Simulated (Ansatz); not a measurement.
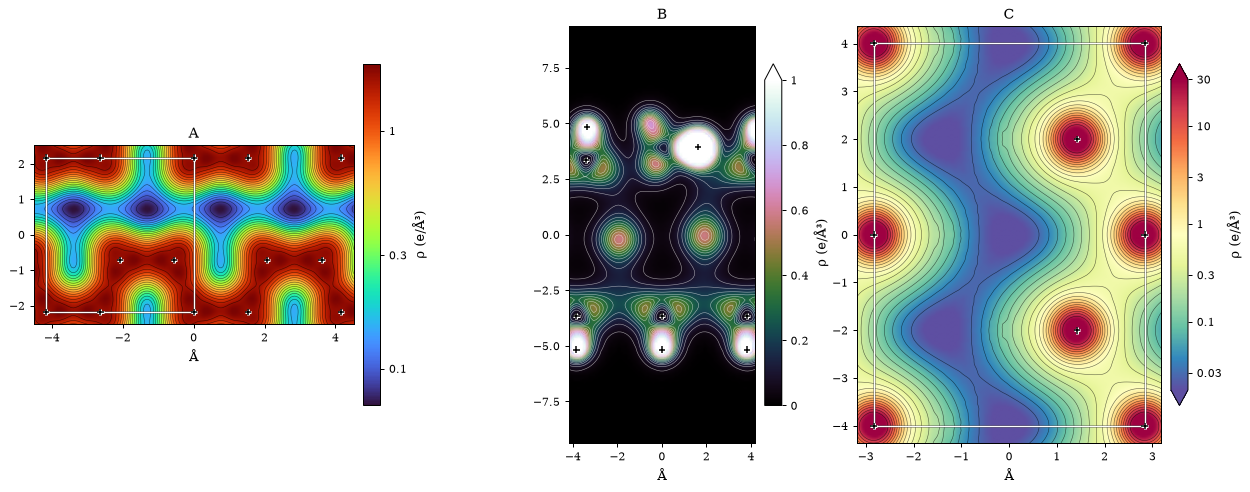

The valence electron density of 3 systems, each on a plane through atoms (crosses mark nuclei in the plane).

Computed with Ansatz, DFT r2SCAN, scalar-relativistic, plane waves, PAW.

System 1: Ge, the (101) plane of the conventional cell. Space group Fd-3m; a generated structure, not necessarily the stable one.

```xyz
8
Lattice="5.6734 0.0000 0.0000 0.0000 5.6734 0.0000 0.0000 0.0000 5.6734" Properties=species:S:1:pos:R:3 pbc="T T T"
Ge    2.8367    0.0000    0.0000
Ge    0.0000    2.8367    0.0000
Ge    0.0000    0.0000    2.8367
Ge    2.8367    2.8367    2.8367
Ge    4.2551    1.4184    1.4184
Ge    1.4184    4.2551    1.4184
Ge    1.4184    1.4184    4.2551
Ge    4.2551    4.2551    4.2551
```

System 2: Si12H4O (slab), the (100) plane of the calculation cell, a cut from vacuum to vacuum. Not relaxed (largest force 0.3 eV/Å).

```cif
data_structure
_symmetry_space_group_name_H-M 'P 1'
_symmetry_Int_Tables_number 1
_cell_length_a 7.6806
_cell_length_b 7.6806
_cell_length_c 25.0551
_cell_angle_alpha 90.000
_cell_angle_beta 90.000
_cell_angle_gamma 60.000
_cell_volume 1280.02
loop_
_atom_site_label
_atom_site_type_symbol
_atom_site_fract_x
_atom_site_fract_y
_atom_site_fract_z
_atom_site_occupancy
Si1 Si 0.00000 0.00000 0.35921 1
Si2 Si 0.50000 0.00000 0.35921 1
Si3 Si 0.00000 0.50000 0.35921 1
Si4 Si 0.50000 0.50000 0.35921 1
Si5 Si 0.16667 0.16667 0.39050 1
Si6 Si 0.66667 0.16667 0.39050 1
Si7 Si 0.16667 0.66667 0.39050 1
Si8 Si 0.66667 0.66667 0.39050 1
Si9 Si 0.16877 0.16713 0.48469 1
Si10 Si 0.66862 0.17279 0.48460 1
Si11 Si 0.16178 0.66703 0.48368 1
Si12 Si 0.66525 0.65985 0.48439 1
Si13 Si 0.84262 0.33003 0.52121 1
Si14 Si 0.33507 0.33507 0.51565 1
Si15 Si 0.82420 0.83656 0.51147 1
Si16 Si 0.32916 0.83185 0.51457 1
Si17 Si 0.84576 0.37628 0.61750 1
Si18 Si 0.33503 0.33868 0.60937 1
Si19 Si 0.79438 0.86022 0.60332 1
Si20 Si 0.33672 0.81372 0.60773 1
Si21 Si 0.05037 0.97969 0.65820 1
Si22 Si 0.47397 0.00286 0.63816 1
Si23 Si 0.00554 0.55342 0.63965 1
Si24 Si 0.51454 0.49047 0.64163 1
H1 H 0.06480 0.89098 0.71169 1
H2 H 0.49346 0.99235 0.69761 1
H3 H 0.00128 0.55994 0.69915 1
H4 H 0.49261 0.50782 0.70100 1
H5 H 0.00000 0.00000 0.29934 1
H6 H 0.50000 0.00000 0.29934 1
H7 H 0.00000 0.50000 0.29934 1
H8 H 0.50000 0.50000 0.29934 1
O1 O 0.00309 0.21058 0.66295 1
O2 O 0.84557 0.03165 0.62574 1
```

System 3: C, the (110) plane of the conventional cell. Space group P6₃/mmc; a generated structure, not necessarily the stable one; not relaxed (largest force 1.1 eV/Å).

```xyz
4
Lattice="2.5100 0.0000 0.0000 -1.2550 2.1737 0.0000 0.0000 0.0000 4.1600" Properties=species:S:1:pos:R:3 pbc="T T T"
C     0.0000    1.4492    0.2750
C     1.2550    0.7246    2.3550
C     1.2550    0.7246    3.8850
C     0.0000    1.4492    1.8050
```

Match each panel to its system.

Answer. Panel A is system 3, C: the plane holds C. C–C (1.53 Å): the density is about 1.7 e/Å³ at the midpoint. Panel B is system 2, Si12H4O: the plane holds Si, H and O. Si–H (1.50 Å): the density is about 0.72 e/Å³ at the midpoint. Panel C is system 1, Ge: the plane holds Ge. Ge–Ge (2.46 Å): ρ at the midpoint is about 0.51 e/Å³.
